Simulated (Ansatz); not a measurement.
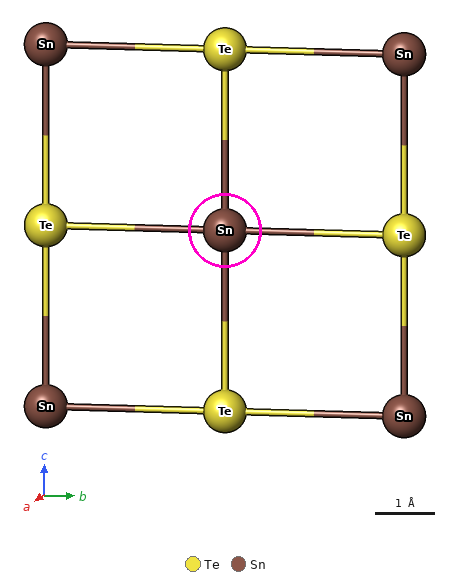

Perfect SnTe. Style: ball-and-stick. Shown: the atoms within 5.4 Å of one point, in a slice 4.2 Å thick across the line of sight, slightly off an axis.

Method: Ansatz, DFT, PBEsol, PAW, plane waves. (plane-wave cutoff 420 eV; k-point mesh 1 × 1 × 1; mesh shifted by (0.25, 0.25, 0.25); collinear spin) Fermi-Dirac smearing of 0.01 eV. A uniform background neutralises the charged cell. The axes drawn are those of the host's conventional cell.

A tin atom is taken out (a vacancy) at the ringed place, in charge state +1. The supercell has 64 sites, and the atoms are relaxed at the host's cell.

### Predict the relaxed surroundings of the defect.

Around the empty Sn site the host had 6 Te at 3.14 Å; after relaxation the nearest atoms are 6 Te at 3.12 to 3.13 Å. Of the host's atoms, a tin atom moves furthest from its site, by 0.08 Å. The cell ends without a net magnetic moment.

The relaxed defect, seen from the same direction:

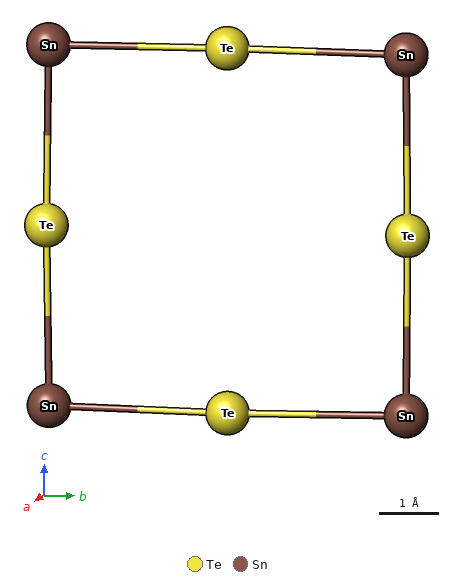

Limits of the set-up: the cell is charged, on a uniform background, and energies carry no finite-size correction.
